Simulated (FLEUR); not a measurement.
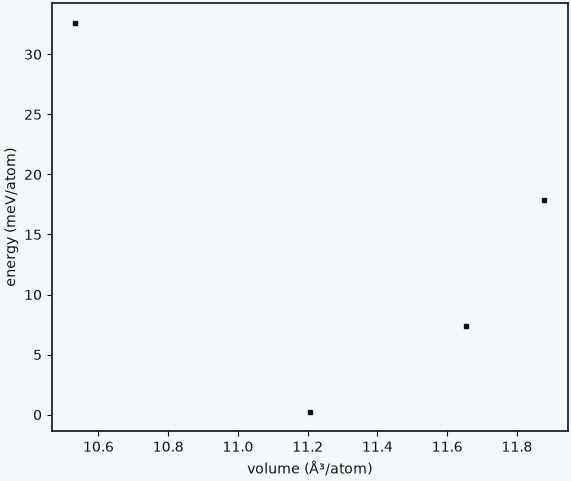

Plotted: energy against volume for AlCo, space group Pm-3m (No. 221).

The given structure:
```
Co Al
1.0
     2.81940    0.00000    0.00000
     0.00000    2.81940    0.00000
     0.00000    0.00000    2.81940
Co Al
1 1
Direct
  0.50000 0.50000 0.50000
  0.00000 0.00000 0.00000
```

How it was computed, with FLEUR MaX-R8.1 (later development tree): all-electron LAPW DFT, collinear spins; energies at scaled volumes of the given cell, shape and fractions fixed, counted from the fit's minimum, third-order Birch-Murnaghan fit. Level: WC, collinear spin.

- k mesh: 9×9×9
- occupations: Fermi–Dirac
- smearing width: 0.05 eV
- potentials: all electron
- program settings: basis FLAPW, kmax 5.05 1/bohr

The point at volume 10.76 Å³/atom is left out of the plot. What does the calculation give there?

```
volume (Å³/atom)  energy (meV/atom)
           10.76              15.26
```
